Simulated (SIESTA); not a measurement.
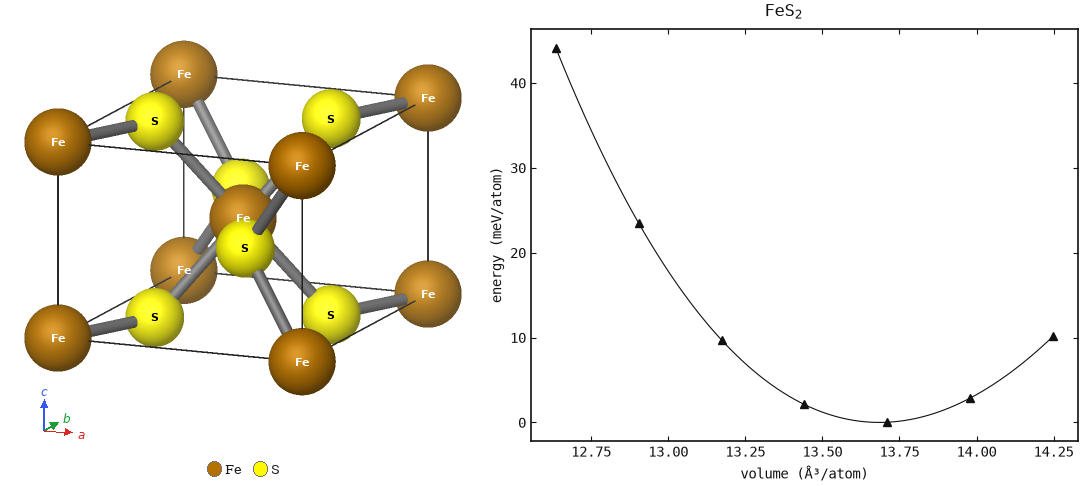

The plot gives the computed energy against volume for FeS₂, space group Pnnm (No. 58). The conventional cell is drawn beside the plot.

Cell as given: a = 4.440 Å, b = 5.390 Å, c = 3.370 Å, α = 90.00°, β = 90.00°, γ = 90.00°; 6 atoms.

Method: DFT in numerical atomic orbitals with pseudopotentials, collinear spins; energies at scaled volumes of the given cell, shape and fractions fixed, counted from the fit's minimum, third-order Birch-Murnaghan fit (SIESTA 5.4.2). Level: PBE, collinear spin.

| setting | value |
| --- | --- |
| k mesh | 4×4×6 |
| occupations | Fermi–Dirac |
| smearing width | 0.05 eV |
| potentials | PseudoDojo 0.4 standard, converted to PSML, two zetas on semicore shells |
| program settings | basis TZP, mesh cutoff 800 Ry |

Give the fitted equation-of-state parameters.

Answer. A third-order Birch–Murnaghan fit gives V0 = 13.69 Å³/atom, B0 = 151 GPa and B′ = 4.6.

Note: short basis over semicore shells; shape and atomic fractions are frozen while scaling, which makes layered, chain and framework solids too stiff.
